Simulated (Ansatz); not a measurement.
```cif
data_structure
_symmetry_space_group_name_H-M 'P 1'
_symmetry_Int_Tables_number 1
_cell_length_a 3.9471
_cell_length_b 3.9471
_cell_length_c 3.7695
_cell_angle_alpha 90.000
_cell_angle_beta 90.000
_cell_angle_gamma 90.000
_cell_volume 58.73
loop_
_atom_site_label
_atom_site_type_symbol
_atom_site_fract_x
_atom_site_fract_y
_atom_site_fract_z
_atom_site_occupancy
Sr1 Sr 0.00000 0.00000 0.00000 1
Ti1 Ti 0.50000 0.50000 0.50000 1
O1 O 0.50000 0.00000 0.50000 1
O2 O 0.50000 0.50000 0.00000 1
O3 O 0.00000 0.50000 0.50000 1
```

Space group P4/mmm; a structure from a database of computed crystals, not necessarily the ambient phase; changed on purpose from its base cell (strain along c alone, the other axes held, atoms relaxed: -4.5 %); computed pressure about 9 GPa in this cell; computed without spin polarisation; Hubbard U of 4 eV on Ti d only.

All numbers below come from Ansatz, DFT PBE+U, scalar-relativistic, plane waves, PAW.

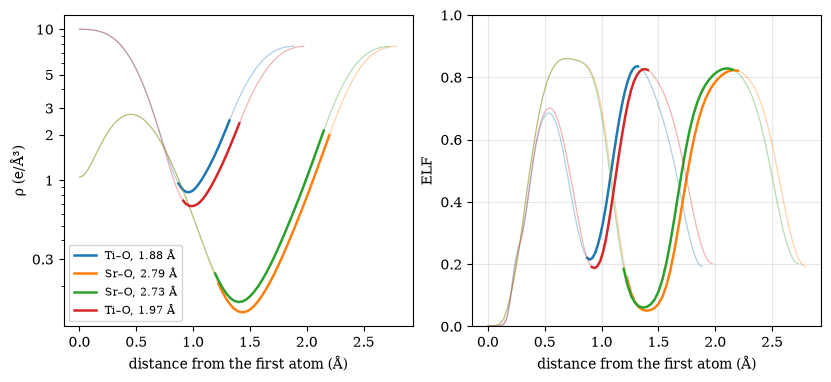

SrTiO3. Valence charge density (pseudo) and electron localisation function along straight lines between neighbouring atoms. Thin, pale parts lie inside the atomic spheres.

The density is the valence pseudo-density of a PAW calculation; it isn't the true density close to the nuclei.

### Compare the contacts.

Ti–O (1.88 Å): ρ is about 0.84 e/Å³ halfway; the ELF peaks at about 0.85 in the valence shell of O, 0.6 Å from its nucleus, and is about 0.25 at the midpoint; no localised pair shows between them.
Sr–O (2.79 Å): the density is about 0.14 e/Å³ at the midpoint; the ELF is about 0.05 at the midpoint (a closed-shell, largely ionic contact).
Sr–O (2.73 Å): the density is about 0.16 e/Å³ at the midpoint; the ELF is about 0.05 at the midpoint (a largely ionic contact).
Ti–O (1.97 Å): ρ at the midpoint is about 0.67 e/Å³; the ELF peaks at about 0.85 in the valence shell of O, 0.6 Å from its nucleus, and is about 0.20 at the midpoint: no localised pair shows between them.
